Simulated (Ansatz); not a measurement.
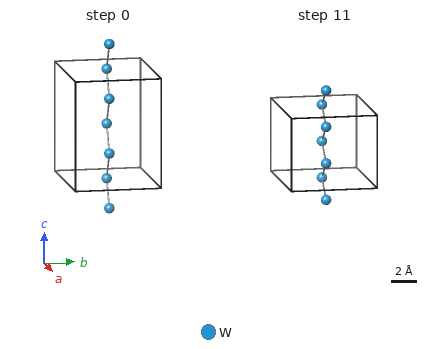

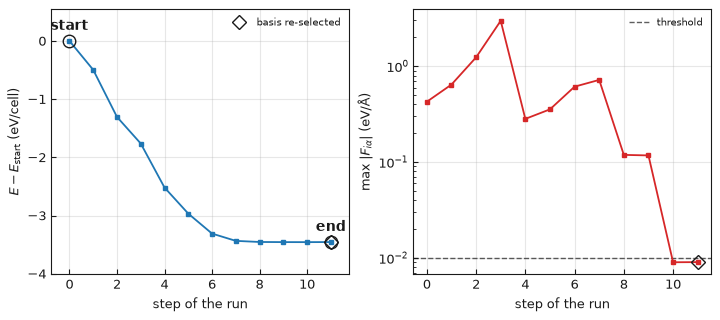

First and last geometry of a relaxation of a wire of composition W, with the history of the run. Style: ball-and-stick. Shown: the 2 repeat of the cell, with the vacuum cut short, slightly off an axis.

Case: zigzag chain of atoms.

Theory: Ansatz, DFT PBE, scalar-relativistic, plane waves, PAW. (plane-wave cutoff 420 eV; k-point mesh 1 × 1 × 15; occupations gaussian; smearing width 0.05 eV; collinear spin; cell relaxed at fixed a, b, alpha, beta, gamma; force threshold 0.01 eV/Å; at most 45 steps)

**Did the run converge, and what did it change?**

It converged. The largest moves relative to the layer's centre, 0.32 Å, are those of W atoms. Along the periodic axis the drawn cell goes c 8.933 → 5.950 Å (−33.4 %). Near-neighbour distances that change, for instance: W–W 4.466 → 2.975 Å, W–W 2.497 → 2.297 Å. Bond angles that change, for instance: W–W–W 126.9° → 80.7°. After 10 accepted moves (11 points after the start) the energy has fallen by 3.456 eV per cell of the calculation. The largest force component goes from 0.43 to 0.0091 eV/Å. At 1 point the geometry stayed and the basis and grid were re-selected for the new cell (energy shift of 1.4 meV per cell of the calculation at most each time). The program noted that the starting moments weren't kept.

```
step  E − E(0), meV/atom  largest force component, eV/Å                      note
   0                0.00                         0.4263                          
   1             -248.39                         0.6437                          
   2             -652.98                         1.2378                          
   3             -881.32                         2.9761                          
   4            -1259.55                         0.2824                          
   5            -1483.63                         0.3551                          
   6            -1655.15                         0.6122                          
   7            -1717.65                         0.7201                          
   8            -1727.34                         0.1190                          
   9            -1728.41                         0.1174                          
  10            -1728.67                         0.0090                          
  11            -1727.95                         0.0091  same geometry, new basis
```

Limits of the set-up: the k-point mesh is coarse for a cell with partly filled bands.
